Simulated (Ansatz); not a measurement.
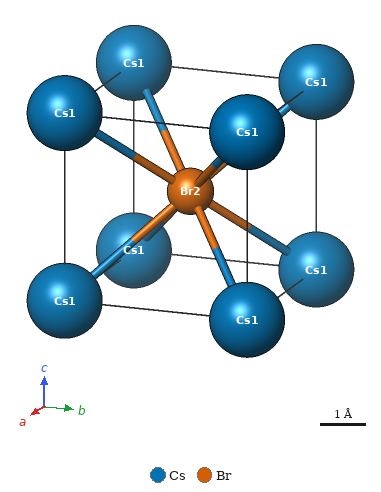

The structure (ball-and-stick view of the cell of the calculation, seen slightly off an axis; atoms are numbered from 1 in the order of the input).

## Run report: CsBr, band-structure calculation

System: CsBr (2 atoms in the cell).
Method: DFT LDA, scalar-relativistic, plane waves, PAW, no spin polarisation (Ansatz 0.2.0).

The structure derives from an entry of the Crystallography Open Database. Figures and captions count atoms from 1; the log counts them from 0 in places.

## Output
```
scf.n_extra_bands = 6 over 8 filled bands (N_el = 16.0): the run solves 14 bands
Engine: ansatz 0.2.0, x86_64-unknown-linux-gnu
Pseudopotentials: kind: paw
Pseudopotential: Cs, paw, valence charge 9, recommended cutoff 420 eV (normal), Cs.paw.azcp
Pseudopotential: Br, paw, valence charge 7, recommended cutoff 420 eV (normal), Br.paw.azcp
Functional definition: SPW92
  exchange = slater_x
  correlation = pw_c
Crystal: 2 atoms, lattice volume = 84.565 Å³
Basis set: ecut = 420 eV, 1647 PW (Γ)
Bands: 14, of which v1, the nominal top of the filled ones, is band 8 counted from 1 (7 counted from 0)
Symmetry: 48 space group operations
Space group: Pm-3m (ITA 221), of the structure as read, at distance tolerance 4.4e-5 Å
k-points: 20 of 216
Non-local potential: Cs, projectors of the file, l = 0: 3, l = 1: 2, l = 2: 2, l = 3: 2
Non-local potential: Br, projectors of the file, l = 0: 2, l = 1: 2, l = 2: 2
PAW form: soft (Blöchl's): semilocal exchange-correlation on the pseudo side does not see the compensation charge
PAW frozen core: Cs, regenerated for the run's functional, and the local potential with it (the file was generated under x = pbe(κ = 0.804, μ = 0.2195149727645171), c = pbe(β = 0.06672455060314922))
PAW frozen core: Br, regenerated for the run's functional, and the local potential with it (the file was generated under x = pbe(κ = 0.804, μ = 0.2195149727645171), c = pbe(β = 0.06672455060314922))
PAW one-centre angular grid: Cs, 194 points (default); XC on 64 Gauss nodes
PAW one-centre angular grid: Br, 110 points (default); XC on 64 Gauss nodes
Initial density: superposition of atomic densities (neutral atoms: chi_scale 0, normalization atom), corrected by the library's trained network
Initial wavefunctions: pseudopotential atomic-orbital guess
Functional: x = slater, c = lda
SCF iter   1: F=—  HF=-8202.265563 eV  |F-HF|=—  |Δ(HF+E_count)|=         —  Δρ=3.67e-3  dr2=9.62e-3  ethr=1.77e-3  ⟨swp⟩=8.8  Hψ=2000  notcnv=0
preconditioner: auto → Resta (q_TF=auto, 2.067 Å⁻¹)  ε∞=2.6  [insulator: Δε(μ)=3.812 eV  Ē_g=12.004 eV  σ=0.020 eV  W_gap=1.00  n_scr=18 (ndim 8)  ℏωp=15.1 eV  f_vac=0.000  D(μ)=0.00/eV (n_scr^D=0)  ε∞_Penn≈2.6]
SCF iter   2: F=—  HF=-8202.264029 eV  |F-HF|=—  |Δ(HF+E_count)|=   1.53e-3  Δρ=2.02e-3  dr2=2.64e-3  ethr=6.01e-5  ⟨swp⟩=2.2  Hψ=592  notcnv=0  defer=27
SCF iter   3: F=—  HF=-8202.263648 eV  |F-HF|=—  |Δ(HF+E_count)|=   3.81e-4  Δρ=1.95e-4  dr2=6.24e-5  ethr=1.65e-5  ⟨swp⟩=1.9  Hψ=308  notcnv=0  defer=29
SCF iter   4: F=—  HF=-8202.263650 eV  |F-HF|=—  |Δ(HF+E_count)|=   1.70e-6  Δρ=6.04e-5  dr2=2.58e-6  ethr=3.90e-7  ⟨swp⟩=2.2  Hψ=369  notcnv=0  defer=29
iter 5 did not close the SCF: its close was put off for the readings that it lacked (scf_convergence_deferred on its scf_iter line)
SCF iter   5: F=-8202.263651 eV  HF=-8202.263651 eV  |F-HF|=5.30e-8  |Δ(HF+E_count)|=   1.08e-6  Δρ=9.99e-6  dr2=6.10e-8  ethr=1.61e-8  ⟨swp⟩=2.5  Hψ=422  notcnv=0  defer=29
SCF iter   6: F=-8202.263651 eV  HF=-8202.263651 eV  |F-HF|=1.94e-9  |Δ(HF+E_count)|=   6.30e-8  Δρ=2.54e-6  dr2=5.62e-9  ethr=3.82e-10  ⟨swp⟩=10.7  Hψ=2012  notcnv=0
SCF 1 converged in 6 iterations: F = -8202.263651 eV  dr2 = 5.62e-9
  greatest PAW one-centre occupation: 0.928 electrons in one spin orbital (limit 2), on the Cs atom at site 0 (counted from 0), in its partial waves of l = 0
```

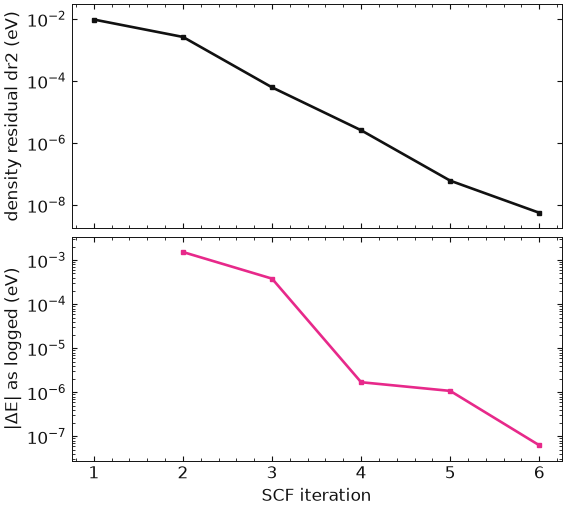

Convergence of the self-consistent field: density residual dr2 and size of the energy change against the SCF iteration. The residual falls at every step.

```
NSCF: frozen V_eff on 86 k-points
NSCF: frozen V_eff on 35 k-points
SCF converged after 6 iterations
Free energy (F): -8202.263651 eV
Harris-Foulkes:  -8202.263651 eV  (|F-HF|=1.94e-9)
Internal energy: -8202.263651 eV  (E = F + TS)
E sigma→0 (E₀):  -8202.263651 eV
Fermi energy:    4.168265 eV
--- Per-component energies (eV) ---
  E_band       = -71.240814
  E_kinetic    = 276.112240
  E_local      = -444.249204  (includes V_loc(G=0)·N_el)
  E_nonlocal   = 104.107402
  E_hartree    = 130.055165
  E_xc         = -434.450794
  E_vxc        = -232.034314  (∫ρ·V_xc dr)
  E_paw        = -7063.546627  (= ΣΔE_a)
  E_vpaw       = -35.288191  (= ΣTr[D̂ρ^β])
  E_aug_tail   = -0.000002  (compensation charges beyond the density's cutoff)
  E_ewald      = -770.768900
  E_core_change = 0.477068  (= ΣΔE_core)
  E_smearing   = -0.000000  (= −TS)
  E_closure    = 0.000000  (closes the sum)
  Σ components = -8202.263651   (vs F -8202.263651, Δ=0.00e0)
--- Forces (eV/Å), atoms counted from 1 ---
  atom   1  Cs     0.00000000    -0.00000000     0.00000000
  atom   2  Br    -0.00000000     0.00000000     0.00000000
  max |Σ_I F_I| component: 3.02e-30 eV/Å
--- Stress (GPa, compression-positive) ---
       -2.342396       0.000000       0.000000
        0.000000      -2.342396       0.000000
        0.000000       0.000000      -2.342396
  P = ⅓ Tr σ = -2.3424 GPa (-23.424 kbar)
--- Band table (eV; the first three rows and the last of 20) ---
  k-point 0: bands = ["-17.6547", "-10.1242", "-4.2013", "-4.2013", "-4.2013", "2.2148", "2.2148", "2.2148", "6.1007", "6.9843", "6.9843", "11.0749", "11.0749", "11.0749"]
  k-point 1: bands = ["-17.6447", "-10.1245", "-4.2986", "-4.1802", "-4.1802", "1.8260", "2.1755", "2.1755", "6.7292", "7.1500", "7.5334", "10.8922", "10.8922", "11.2036"]
  k-point 2: bands = ["-17.6245", "-10.1260", "-4.4779", "-4.1372", "-4.1372", "1.2277", "2.0940", "2.0940", "7.5886", "8.0351", "8.7399", "10.7265", "10.7265", "10.8638"]
  k-point 19: bands = ["-17.5455", "-9.9728", "-4.5585", "-4.5585", "-4.5585", "1.1668", "1.1668", "1.1668", "10.0905", "10.0905", "10.0905", "10.7648", "10.7648", "10.7648"]
--- Löwdin populations: 2 sites ---
  site symbol       q [e]
     0     Cs      8.2617
     1     Br      7.6555
  spilling = 0.005177 (of n_electrons = 16.000000)
--- Bader charges: 2 sites ---
  site symbol  charge [e]  shift [e]
     0     Cs      0.8073     0.0000
     1     Br     -0.8073     0.0000
  estimated error of the sums over rays = 9.2e-5 e
```

## File bader_charges.tsv
```
# site	symbol	x_ang	y_ang	z_ang	partial_charge_e	electrons	volume_ang3	relative_density_drop	shared_charge_e	partial_wave_shift_e
# quadrature_error_electrons = 9.2e-5
0	Cs	0.0000	0.0000	0.0000	0.80732	54.19268	39.71	-	0.80732	0.00000
1	Br	2.1947	2.1947	2.1947	-0.80732	35.80732	44.86	-	-0.80732	0.00000
```

## File populations.tsv
```
# site	symbol	l	j	q
# orbitals = lowdin
# n_electrons = 16.000000
# spilling = 0.005177
0	Cs	0_5S	-	1.952872
0	Cs	0_6S	-	0.341881
0	Cs	1_5P	-	5.966947
1	Br	0_4S	-	1.906716
1	Br	1_4P	-	5.748755
```

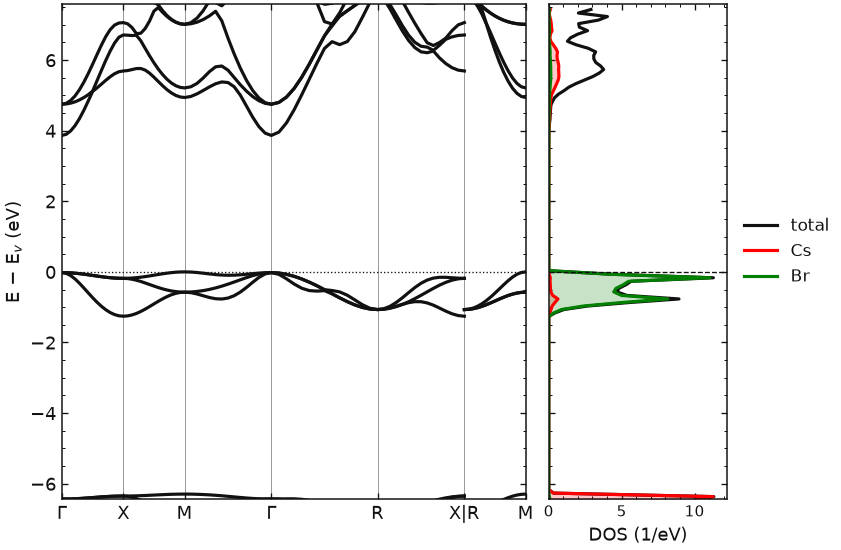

Band structure along Γ–X–M–Γ–R–X|R–M and density of states (projected on Löwdin-orthogonalised atomic shells), with energies from the valence-band top. There is a gap of 3.87 eV on this path, direct, at Γ.

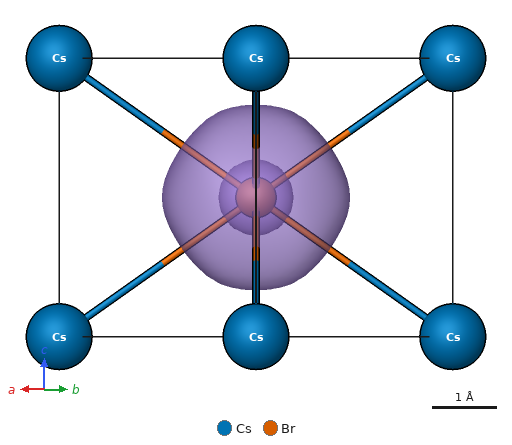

Isosurface of the ELF at 0.65 (purple), seen along [110]. Core shells and regions of very low density are left out. Sticks mark near contacts. The outline is the cell set on symmetry axes. The fields are those of the smooth PAW valence density.

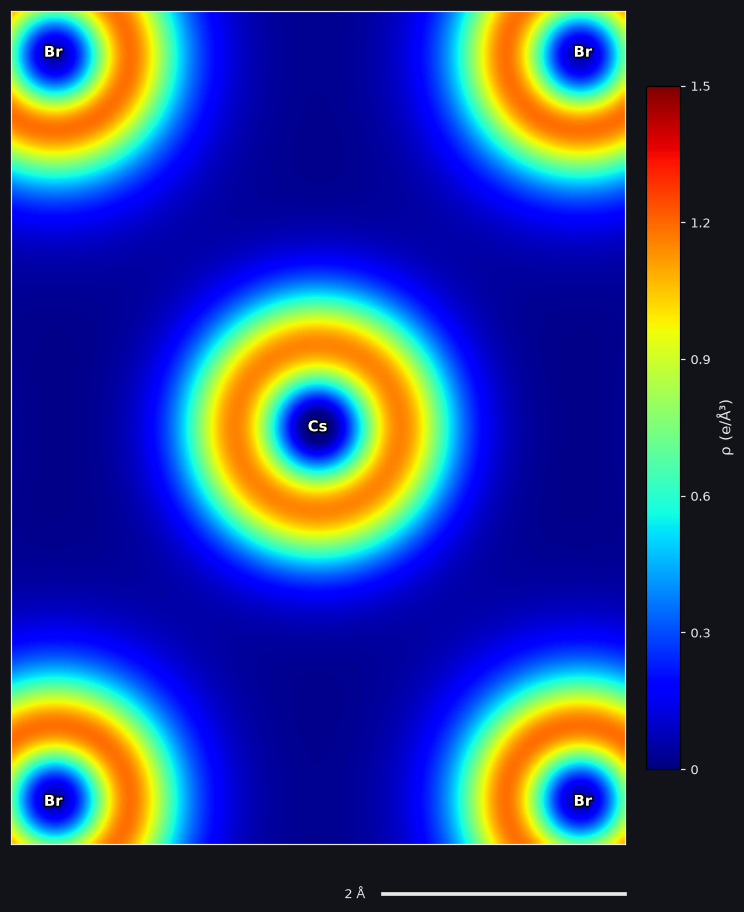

Valence electron density on the (110) plane of the conventional cell. Atoms in the plane: Cs and Br. Cs–Br (3.80 Å): ρ is about 0.06 e/Å³ halfway. Away from the nuclei the density in this plane falls to 0.02 e/Å³ at its lowest.

This output came from the following input.

## Input
```yaml
crystal:
  lattice:
    - [4.3893097666, 0.0, 0.0]
    - [0.0, 4.3893097666, 0.0]
    - [0.0, 0.0, 4.3893097666]
  atoms:
    - { symbol: Cs, position: [0.0, 0.0, 0.0] }
    - { symbol: Br, position: [0.5, 0.5, 0.5] }
basis:
  ecutwfc: 420
kpoints:
  mp_grid: { grid: [6, 6, 6] }
  band_path:
    path:
      - [[0.0, 0.0, 0.0], [0.0, 0.5, 0.0], [0.5, 0.5, 0.0], [0.0, 0.0, 0.0], [0.5, 0.5, 0.5], [0.0, 0.5, 0.0]]
      - [[0.5, 0.5, 0.5], [0.5, 0.5, 0.0]]
    npoints: 14
hamiltonian:
  xc: lda
scf:
  occupations: { method: gaussian, width: 0.02 }
  n_extra_bands: 6
output:
  forces: true
  stress: true
  eigenvalues: true
  populations: true
  dos: { projected: true, de: 0.02, nscf_kmesh: { grid: [9, 9, 9] } }
  bader: true
  write_density: true
  write_potential: true
  elf: true
  volumetric_format: npy
```

Launched with:
```bash
ansatz run input.yaml --threads 1 --pin off --max-ram 2560MiB --backend cpu --events-out ev --progress --plain --runs-dir out
```

## Results in brief

- outcome: converged
- space group (tolerance 0.01 Å): Pm-3m (221)
- electrons treated: 16
- free energy: −8202.2637 eV
- Fermi energy: 4.168 eV
- gap on the k-point mesh: 3.86 eV
- gap on the band path: 3.86 eV
- pressure: −2.34 GPa
- largest force (length of the vector): under 0.001 eV/Å
- hardware: 1 thread of Intel Xeon (Sapphire Rapids), 64 GiB of memory available, shared host
- wall time: 13 s
- peak memory: 0.46 GiB
